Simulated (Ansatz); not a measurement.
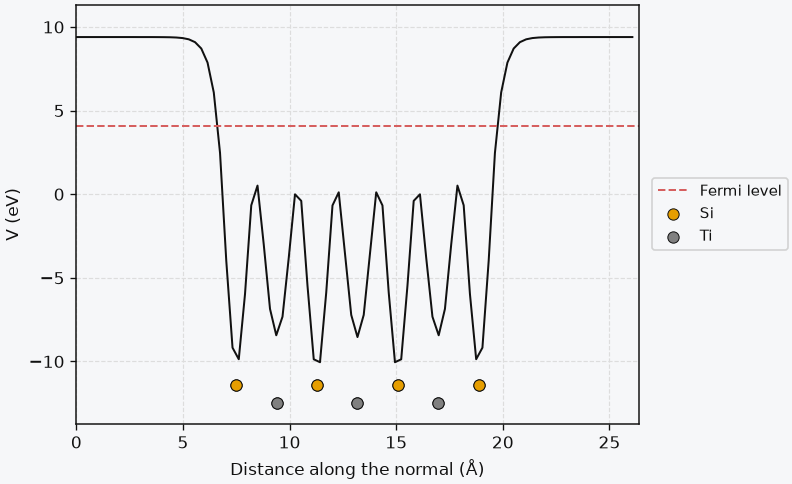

Plane-averaged electrostatic potential energy of an electron across the slab; circles at the bottom mark the heights of the atoms.

This input was run:

```
crystal:
  lattice:
    - [3.6007917035, 0.0, 0.0]
    - [0.0, 4.1428981962, 0.0]
    - [0.0, 0.0, 26.3678519757]
  atoms:
    - { symbol: Si, position: [0.0, 0.550748387, 0.2844375416] }
    - { symbol: Si, position: [0.5, 0.0507514636, 0.2844372764] }
    - { symbol: Ti, position: [0.0, 0.0507574438, 0.3562915742] }
    - { symbol: Ti, position: [0.5, 0.5507434954, 0.3562915742] }
    - { symbol: Si, position: [0.0, 0.550748387, 0.4281456068] }
    - { symbol: Si, position: [0.5, 0.0507514636, 0.428145872] }
    - { symbol: Ti, position: [0.5, 0.5507465112, 0.5] }
    - { symbol: Ti, position: [0.0, 0.0507528485, 0.5] }
    - { symbol: Si, position: [0.0, 0.550748387, 0.5718543932] }
    - { symbol: Si, position: [0.5, 0.0507514636, 0.571854128] }
    - { symbol: Ti, position: [0.0, 0.0507574438, 0.6437084258] }
    - { symbol: Ti, position: [0.5, 0.5507434954, 0.6437084258] }
    - { symbol: Si, position: [0.0, 0.550748387, 0.7155624584] }
    - { symbol: Si, position: [0.5, 0.0507514636, 0.7155627236] }
basis:
  ecutwfc: 420
kpoints:
  mp_grid: { grid: [10, 8, 1] }
hamiltonian:
  xc: pbesol
scf:
  occupations: { method: gaussian, width: 0.1 }
output:
  forces: true
  stress: true
  eigenvalues: true
  write_density: true
  write_potential: true
  elf: true
  volumetric_format: npy
efield:
  axis: 3
  dipole_correction: true
  ramp_width: 0.04
```

Launched with:
```bash
ansatz run input.yaml --threads 1 --pin off --max-ram 2560MiB --backend cpu --events-out ev --progress --plain --runs-dir out
```

**What is the work function?**

The work function is 5.30 eV, the same on both faces. The two vacuum levels agree, so the slab has no net dipole along its normal.

**How thick are slab and vacuum?**

The outermost atoms are 11.4 Å apart, which leaves 15.0 Å of vacuum in a cell 26.4 Å high.

The atoms aren't at rest in this cell (largest force 0.5 eV/Å), so the relaxed material can differ.
